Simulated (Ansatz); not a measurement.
# Dielectric response of PbF2 (111) films, part 3 of 4

Aim: the electronic and static ε of fluorite PbF2 (111) from films of three thicknesses in a field.

Ansatz 0.2.0; plane-wave DFT, PBEsol, Ansatz PAW.

So far. Step 8 (Response with the atoms relaxed, 6 atoms, units 2): The induced dipole is that of a conductor 6.38 Å thick. Step 9 (Relaxation, 9 atoms, units 3): The gap is 4.14 eV, with the valence edge 6.53 eV and the conduction edge 2.40 eV under the upper vacuum level.

## (10) Atoms held, 9 atoms, units 3, field 0.05 V/Å

File input.yaml:

```yaml
crystal:
  lattice:
    - [4.2002142813, 0.0, 0.0]
    - [-2.1001071406, 3.6374922689, 0.0]
    - [0.0, 0.0, 26.5736514975]
  atoms:
    - { symbol: F, position: [0.6666666667, 0.3333333333, 0.3498661211] }
    - { symbol: Pb, position: [0.3333333333, 0.6666666667, 0.3742652011] }
    - { symbol: F, position: [0.0, 0.0, 0.4071381256] }
    - { symbol: F, position: [0.3333333333, 0.6666666667, 0.4665166089] }
    - { symbol: Pb, position: [0.0, 0.0, 0.4999999997] }
    - { symbol: F, position: [0.6666666667, 0.3333333333, 0.5334833911] }
    - { symbol: F, position: [0.0, 0.0, 0.5928618744] }
    - { symbol: Pb, position: [0.6666666667, 0.3333333333, 0.6257347992] }
    - { symbol: F, position: [0.3333333333, 0.6666666667, 0.6501338789] }
kpoints:
  mp_grid: { grid: [6, 6, 1] }
hamiltonian:
  xc: pbesol
scf:
  occupations: { method: fixed }
  convergence: { dr2_threshold: 1.0e-10 }
efield:
  axis: 3
  dipole_correction: true
  ramp_position: 0.97
  ramp_width: 0.06
  amplitude: 0.05
output:
  write_potential: true
  write_density: true
  volumetric_format: npy
```

Command:

```
$ ansatz run input.yaml --threads 4 --pin off --max-ram 6144MiB --backend cpu --events-out ev --progress --plain --runs-dir out
```

Numbers of over 12 decimals in the logs are rounded to 6 here.

The program printed:

```text
[...]
Crystal: 9 atoms, lattice volume = 405.999 Å³
Basis set: ecut = 420 eV, 7775 PW (Γ)
Bands: 51, of which v1, the nominal top of the filled ones, is band 42 counted from 1 (41 counted from 0)
Symmetry: 6 space group operations
k-points: 7 of 36 (time reversal used)
[...]
k-point 0: bands = [... 38 lower, -3.9270, -3.7142, -3.5976, -2.6581, 2.3559, 2.5053, 3.5848, 4.2485, ... 5 higher]
  k-point 1: bands = [... 38 lower, -3.7125, -3.4448, -3.1925, -2.5945, 2.4756, 2.6209, 3.4176, 3.6984, ... 5 higher]
  k-point 2: bands = [... 38 lower, -3.5346, -2.8538, -2.4887, -2.3304, 2.2504, 2.9517, 3.0985, 3.4202, ... 5 higher]
  k-point 6: bands = [... 38 lower, -3.4381, -2.4564, -2.1262, -2.0296, 3.0691, 3.1165, 3.8208, 4.0479, ... 5 higher]
[key lines of the parts left out:]
SCF converged after 14 iterations
Free energy (F): -40071.237327 eV
Fermi energy:    -2.029621 eV
Dipole field:    D = 0.013445 V/Å  (p = 0.030167 e·Å, saw-weighted, corrected)
```

Wall time 9.7 s (4 threads of Arm Neoverse N1, shared host); peak memory 0.78 GiB; 37 s of CPU time.

The dipole is 0.0302 e·Å, and the gap on the mesh 4.090 eV.

## (11) Atoms held, 9 atoms, units 3, field -0.05 V/Å

Changes to input.yaml since step 10:

```diff
@@ -27,3 +27,3 @@
   ramp_width: 0.06
-  amplitude: 0.05
+  amplitude: -0.05
 output:
```

The program printed:

```text
[...]
Crystal: 9 atoms, lattice volume = 405.999 Å³
Basis set: ecut = 420 eV, 7775 PW (Γ)
Bands: 51, of which v1, the nominal top of the filled ones, is band 42 counted from 1 (41 counted from 0)
Symmetry: 6 space group operations
k-points: 7 of 36 (time reversal used)
[...]
k-point 0: bands = [... 38 lower, -3.9270, -3.7142, -3.5976, -2.6581, 2.3559, 2.5053, 3.5848, 4.2486, ... 5 higher]
  k-point 1: bands = [... 38 lower, -3.7125, -3.4448, -3.1925, -2.5945, 2.4756, 2.6209, 3.4176, 3.6984, ... 5 higher]
  k-point 2: bands = [... 38 lower, -3.5346, -2.8538, -2.4887, -2.3304, 2.2504, 2.9517, 3.0985, 3.4202, ... 5 higher]
  k-point 6: bands = [... 38 lower, -3.4381, -2.4564, -2.1262, -2.0296, 3.0691, 3.1165, 3.8208, 4.0479, ... 5 higher]
[key lines of the parts left out:]
SCF converged after 14 iterations
Free energy (F): -40071.237327 eV
Fermi energy:    -2.029621 eV
Dipole field:    D = -0.013445 V/Å  (p = -0.030167 e·Å, saw-weighted, corrected)
```

The job ended after 9.6 s (4 threads; peak memory 0.78 GiB).

The dipole is -0.0302 e·Å, and the gap on the mesh 4.090 eV.

## (12) Response with the atoms held, 9 atoms, units 3

This step: plane-wave DFT, PBEsol, Ansatz PAW; response to a field along the normal, atoms held (Ansatz 0.2.0).

Local field over the applied field, running mean. From the potentials at -0.05 and 0.05 V/Å; running mean over 3.429 Å, taken twice. The local field over applied field by z:

```
z (Å)  local field over applied field
    5                           0.994
    6                           0.962
    7                           0.864
    8                           0.703
    9                           0.517
   10                           0.373
   11                           0.300
   12                           0.280
   13                           0.280
   14                           0.280
   15                           0.284
   16                           0.323
   17                           0.426
   18                           0.595
   19                           0.778
   20                           0.915
   21                           0.982
   22                           0.998
```

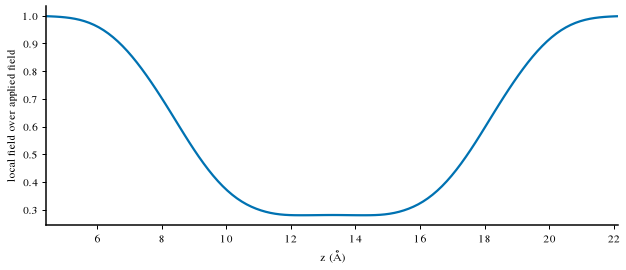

Local field over applied field against z.

The induced dipole is that of a conductor 7.15 Å thick.

## (13) Field on, atoms free, 9 atoms, units 3, field 0.05 V/Å

This step: plane-wave DFT, PBEsol, Ansatz PAW (Ansatz 0.2.0).

The same pair of relaxations in the field for this thickness.

Changes to input.yaml since step 11:

```diff
@@ -27,3 +27,6 @@
   ramp_width: 0.06
-  amplitude: -0.05
+  amplitude: 0.05
+relax:
+  f_tol: 0.0006
+  max_steps: 70
 output:
```

The program printed:

```text
[...]
Crystal: 9 atoms, lattice volume = 405.999 Å³
Basis set: ecut = 420 eV, 7775 PW (Γ), exchange–correlation on 60×60×360 points (8 copies of the dense FFT grid, shifted against one another)
Bands: 51, of which v1, the nominal top of the filled ones, is band 42 counted from 1 (41 counted from 0)
Symmetry: 6 space group operations
k-points: 7 of 36 (time reversal used)
[...]
- { symbol: Pb, position: [0.333333, 0.666667, 0.374379] }
    - { symbol: F, position: [0, 0, 0.407105] }
    - { symbol: F, position: [0.333333, 0.666667, 0.466543] }
    - { symbol: Pb, position: [0, 0, 0.500135] }
    - { symbol: F, position: [0.666667, 0.333333, 0.533512] }
    - { symbol: F, position: [0, 0, 0.592843] }
    - { symbol: Pb, position: [0.666667, 0.333333, 0.625853] }
    - { symbol: F, position: [0.333333, 0.666667, 0.649977] }
[key lines of the parts left out:]
SCF converged after 6 iterations
Free energy (F): -40071.237072 eV
Fermi energy:    -2.073085 eV
Dipole field:    D = 0.018395 V/Å  (p = 0.041273 e·Å, saw-weighted, corrected)
```

Run time: 35 s. Hardware: 4 threads; peak memory 0.82 GiB; 2.3 min of CPU time.

Relaxation path:

```
step  energy less that of the first step (eV)  largest force component (eV/Å)
   1                                   0.0000                          0.0503
   2                                   0.0000                          0.0526
   3                                  -0.0003                          0.0029
   4                                  -0.0003                          0.0029
   5                                  -0.0003                          0.0016
   6                                  -0.0003                          0.0009
   7                                  -0.0003                          0.0002
```

Relaxation step 2 was tried and not accepted.

The run keeps the 6 symmetry operations that it works with, so distortions that break them were not tested.

The relaxed structure:

```xyz
9
Lattice="4.2002 0.0000 0.0000 -2.1001 3.6375 0.0000 0.0000 0.0000 26.5737" Properties=species:S:1:pos:R:3
F     2.1001    1.2125    9.2915
Pb    0.0000    2.4250    9.9486
F     0.0000    0.0000   10.8183
F     0.0000    2.4250   12.3978
Pb    0.0000    0.0000   13.2904
F     2.1001    1.2125   14.1774
F     0.0000    0.0000   15.7540
Pb    2.1001    1.2125   16.6312
F     0.0000    2.4250   17.2723
```

The relaxation took 7 steps and lowered the energy by 2.8e-4 eV; the largest force on the free atoms ends at 2.2e-4 eV/Å.

The dipole is 0.0413 e·Å, and the gap on the mesh 4.133 eV.

## (14) Field on, atoms free, 9 atoms, units 3, field -0.05 V/Å

The opposite sign, again from the field-free geometry; the difference of the two cancels what relaxes without a field.

Changes to input.yaml since step 13:

```diff
@@ -27,3 +27,3 @@
   ramp_width: 0.06
-  amplitude: 0.05
+  amplitude: -0.05
 relax:
```

The program printed:

```text
[...]
Crystal: 9 atoms, lattice volume = 405.999 Å³
Basis set: ecut = 420 eV, 7775 PW (Γ), exchange–correlation on 60×60×360 points (8 copies of the dense FFT grid, shifted against one another)
Bands: 51, of which v1, the nominal top of the filled ones, is band 42 counted from 1 (41 counted from 0)
Symmetry: 6 space group operations
k-points: 7 of 36 (time reversal used)
[...]
- { symbol: Pb, position: [0.333333, 0.666667, 0.374146] }
    - { symbol: F, position: [0, 0, 0.407154] }
    - { symbol: F, position: [0.333333, 0.666667, 0.466488] }
    - { symbol: Pb, position: [0, 0, 0.499863] }
    - { symbol: F, position: [0.666667, 0.333333, 0.533459] }
    - { symbol: F, position: [0, 0, 0.592892] }
    - { symbol: Pb, position: [0.666667, 0.333333, 0.625622] }
    - { symbol: F, position: [0.333333, 0.666667, 0.650351] }
[key lines of the parts left out:]
SCF converged after 6 iterations
Free energy (F): -40071.237072 eV
Fermi energy:    -2.073069 eV
Dipole field:    D = -0.018407 V/Å  (p = -0.041299 e·Å, saw-weighted, corrected)
```

Elapsed: 32 s, on 4 threads; peak memory 0.82 GiB; 2.1 min of CPU time.

Relaxation path:

```
step  energy less that of the first step (eV)  largest force component (eV/Å)
   1                                   0.0000                          0.0503
   2                                   0.0000                          0.0526
   3                                  -0.0003                          0.0029
   4                                  -0.0003                          0.0017
   5                                  -0.0003                          0.0011
   6                                  -0.0003                          0.0003
```

Relaxation step 2 was tried and not accepted.

Forces are held to the 6 operations that the run works with; a distortion that breaks them can't arise in this run.

The relaxation took 6 steps and lowered the energy by 2.8e-4 eV; the largest force on the free atoms ends at 2.8e-4 eV/Å.

The dipole is -0.0413 e·Å, and the gap on the mesh 4.133 eV.

## (15) Response with the atoms relaxed, 9 atoms, units 3

This step: plane-wave DFT, PBEsol, Ansatz PAW; response to a field along the normal, atoms relaxed (Ansatz 0.2.0).

Local field over the applied field, running mean. From the potentials at -0.05 and 0.05 V/Å; running mean over 3.429 Å, taken twice. Local field over applied field against z:

```
z (Å)  local field over applied field
    5                           0.993
    6                           0.948
    7                           0.835
    8                           0.570
    9                           0.371
   10                           0.110
   11                          0.0591
   12                          0.0298
   13                        -0.00516
   14                         -0.0106
   15                          0.0439
   16                          0.0616
   17                           0.227
   18                           0.431
   19                           0.680
   20                           0.914
   21                           0.960
   22                           0.998
```

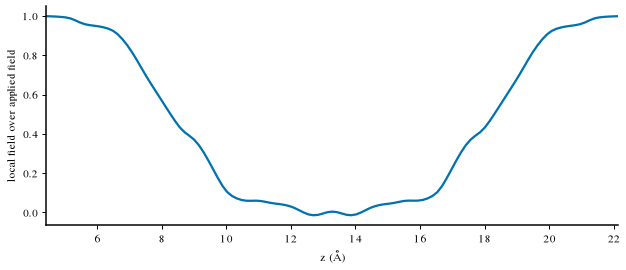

Local field over applied field, plotted against z.

The induced dipole is that of a conductor 9.78 Å thick.

## (16) Relaxing the slab, 15 atoms, units 5

This step: plane-wave DFT, PBEsol, Ansatz PAW (Ansatz 0.2.0).

System of this step: PbF2 (111), 5 units. The cell holds 15 atoms: 10 F and 5 Pb. Cell: a = 4.200 Å, b = 4.200 Å, c = 33.433 Å, α = 90.0°, β = 90.0°, γ = 120.0°. It derives from PbF2 (fluorite PbF2). Vacuum lies along c.

The next thickness, treated alike, so that differences show the interior and the faces cancel.

File input.yaml:

```yaml
crystal:
  lattice:
    - [4.20021428, 0.0, 0.0]
    - [-2.10010714, 3.63749227, 0.0]
    - [0.0, 0.0, 33.4325726954]
  atoms:
    - { symbol: F, position: [0.66666667, 0.33333333, 0.2691985472] }
    - { symbol: Pb, position: [0.33333333, 0.66666667, 0.2948431531] }
    - { symbol: F, position: [0.0, 0.0, 0.320487759] }
    - { symbol: F, position: [0.33333333, 0.66666667, 0.3717769707] }
    - { symbol: Pb, position: [0.0, 0.0, 0.3974215765] }
    - { symbol: F, position: [0.66666667, 0.33333333, 0.4230661824] }
    - { symbol: F, position: [0.0, 0.0, 0.4743553941] }
    - { symbol: Pb, position: [0.66666667, 0.33333333, 0.5] }
    - { symbol: F, position: [0.33333333, 0.66666667, 0.5256446059] }
    - { symbol: F, position: [0.66666667, 0.33333333, 0.5769338176] }
    - { symbol: Pb, position: [0.33333333, 0.66666667, 0.6025784235] }
    - { symbol: F, position: [0.0, 0.0, 0.6282230293] }
    - { symbol: F, position: [0.33333333, 0.66666667, 0.679512241] }
    - { symbol: Pb, position: [0.0, 0.0, 0.7051568469] }
    - { symbol: F, position: [0.66666667, 0.33333333, 0.7308014528] }
kpoints:
  mp_grid: { grid: [6, 6, 1] }
hamiltonian:
  xc: pbesol
scf:
  occupations: { method: fixed }
  convergence: { dr2_threshold: 1.0e-09 }
efield:
  axis: 3
  dipole_correction: true
  ramp_position: 0.97
  ramp_width: 0.06
relax:
  f_tol: 0.003
  max_steps: 100
output:
  eigenvalues: true
  dos: { projected: true, e_range: [-7, 7] }
  write_potential: true
  write_density: true
  volumetric_format: npy
checkpoint:
  write: rel5.run
  compress: false
  write_wavefunctions: false
```

The program printed:

```text
[...]
Crystal: 15 atoms, lattice volume = 510.791 Å³
Basis set: ecut = 420 eV, 9789 PW (Γ), exchange–correlation on 60×60×450 points (8 copies of the dense FFT grid, shifted against one another)
Bands: 85, of which v1, the nominal top of the filled ones, is band 70 counted from 1 (69 counted from 0)
Symmetry: 6 space group operations
[...]
- { symbol: F, position: [0.333333, 0.666667, 0.524440] }
    - { symbol: F, position: [0.666667, 0.333333, 0.576936] }
    - { symbol: Pb, position: [0.333333, 0.666667, 0.601407] }
    - { symbol: F, position: [3.8621889639772547e-19, 0, 0.628485] }
    - { symbol: F, position: [0.333333, 0.666667, 0.674346] }
    - { symbol: Pb, position: [-6.1636166787016975e-18, 0, 0.700972] }
    - { symbol: F, position: [0.666667, 0.333333, 0.720041] }
[key lines of the parts left out:]
SCF converged after 9 iterations
Free energy (F): -66785.723556 eV
Fermi energy:    -0.592033 eV
Dipole field:    D = -0.000000 V/Å  (p = -0.000001 e·Å, saw-weighted, corrected)
Work function:   Φ+ = 6.5129 eV   Φ− = 6.5127 eV
```

Elapsed: 1.9 min, on 4 threads; peak memory 1.3 GiB; 7.5 min of CPU time.

Relaxation path:

```
step  energy less that of the first step (eV)  largest force component (eV/Å)
   1                                   0.0000                          0.3691
   2                                  -0.0948                          0.3742
   3                                  -0.1315                          0.2823
   4                                  -0.1430                          0.0406
   5                                  -0.1433                          0.0057
   6                                  -0.1433                          0.0011
```

Forces are held to the 6 operations that the run works with; a distortion that breaks them can't arise in this run.

The atoms that moved most (Å):

```
atom     dx     dy      dz  length
 F15  0.000  0.000  -0.360   0.360
  F1  0.000  0.000   0.360   0.360
  F3  0.000  0.000   0.173   0.173
 F13  0.000  0.000  -0.173   0.173
Pb14  0.000  0.000  -0.140   0.140
 Pb2  0.000  0.000   0.140   0.140
  F7  0.000  0.000   0.040   0.040
  F9  0.000  0.000  -0.040   0.040
```

Running mean over 3.429 Å of the planar mean; the ramp of the sawtooth is left out. Table of electron's electrostatic potential energy less the highest filled level by z:

```
z (Å)  electron's electrostatic potential energy less the highest filled level (eV)
    4                                                                          6.51
    6                                                                          6.51
    8                                                                          3.86
   10                                                                        -0.872
   12                                                                         -1.47
   14                                                                         -1.18
   16                                                                         -1.21
   18                                                                         -1.28
   20                                                                         -1.20
   22                                                                         -1.47
   24                                                                        -0.444
   26                                                                          5.77
   28                                                                          6.51
   30                                                                          6.51
```

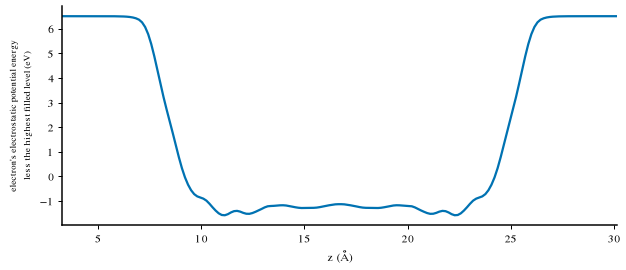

Electron's electrostatic potential energy less the highest filled level, plotted against z.

The relaxation took 6 steps and lowered the energy by 0.14 eV; the largest force on the free atoms ends at 0.0011 eV/Å.

The gap is 4.11 eV, with the valence edge 6.51 eV and the conduction edge 2.40 eV under the upper vacuum level.

## (17) Single point, 15 atoms, units 5, field 0.05 V/Å

File input.yaml:

```yaml
crystal:
  lattice:
    - [4.2002142813, 0.0, 0.0]
    - [-2.1001071406, 3.6374922689, 0.0]
    - [0.0, 0.0, 33.4325726954]
  atoms:
    - { symbol: F, position: [0.6666666667, 0.3333333333, 0.2799588649] }
    - { symbol: Pb, position: [0.3333333333, 0.6666666667, 0.2990279791] }
    - { symbol: F, position: [0.0, 0.0, 0.325653862] }
    - { symbol: F, position: [0.3333333333, 0.6666666667, 0.3715147511] }
    - { symbol: Pb, position: [0.0, 0.0, 0.398593031] }
    - { symbol: F, position: [0.6666666667, 0.3333333333, 0.4230643688] }
    - { symbol: F, position: [0.0, 0.0, 0.4755601937] }
    - { symbol: Pb, position: [0.6666666667, 0.3333333333, 0.4999999988] }
    - { symbol: F, position: [0.3333333333, 0.6666666667, 0.5244398066] }
    - { symbol: F, position: [0.6666666667, 0.3333333333, 0.5769356312] }
    - { symbol: Pb, position: [0.3333333333, 0.6666666667, 0.6014069678] }
    - { symbol: F, position: [0.0, 0.0, 0.6284852556] }
    - { symbol: F, position: [0.3333333333, 0.6666666667, 0.6743461491] }
    - { symbol: Pb, position: [0.0, 0.0, 0.7009720124] }
    - { symbol: F, position: [0.6666666667, 0.3333333333, 0.720041128] }
kpoints:
  mp_grid: { grid: [6, 6, 1] }
hamiltonian:
  xc: pbesol
scf:
  occupations: { method: fixed }
  convergence: { dr2_threshold: 1.0e-10 }
efield:
  axis: 3
  dipole_correction: true
  ramp_position: 0.97
  ramp_width: 0.06
  amplitude: 0.05
output:
  write_potential: true
  write_density: true
  volumetric_format: npy
```

The program printed:

```text
[...]
Crystal: 15 atoms, lattice volume = 510.791 Å³
Basis set: ecut = 420 eV, 9789 PW (Γ)
Bands: 85, of which v1, the nominal top of the filled ones, is band 70 counted from 1 (69 counted from 0)
Symmetry: 6 space group operations
k-points: 7 of 36 (time reversal used)
[...]
k-point 0: bands = [... 66 lower, -2.1539, -2.0582, -1.4065, -1.0353, 3.8336, 4.0388, 4.2976, 4.8735, ... 11 higher]
  k-point 1: bands = [... 66 lower, -1.9217, -1.6924, -1.2971, -1.0057, 3.9655, 4.1653, 4.3229, 4.6160, ... 11 higher]
  k-point 2: bands = [... 66 lower, -1.2976, -1.0896, -0.9626, -0.8154, 3.6965, 3.9785, 4.2966, 4.5281, ... 11 higher]
  k-point 6: bands = [... 66 lower, -0.8849, -0.8839, -0.6902, -0.4942, 4.6086, 4.6458, 4.7522, 4.9981, ... 11 higher]
[key lines of the parts left out:]
SCF converged after 14 iterations
Free energy (F): -66785.725814 eV
Fermi energy:    -0.494241 eV
Dipole field:    D = 0.017817 V/Å  (p = 0.050293 e·Å, saw-weighted, corrected)
```

The job ended after 24 s (4 threads; peak memory 1.2 GiB).

The dipole is 0.0503 e·Å, and the gap on the mesh 4.001 eV.

(Part 3 of 4 ends here.)

[Logs are printed without paths, hosts, clocks, repeated set-up lines and the standing remarks that a program may print on its own settings, such as how far it seeks lower states.]

[Hosts, paths, dates, database ids (printed as entryN), source tags and the programs' standing remarks are cut or masked in the printed files.]

[Maps of the electrostatic potential energy from Ansatz leave out the sawtooth potential of an applied field or a dipole correction, so their vacuum need not be flat; planar profiles and work functions include it.]
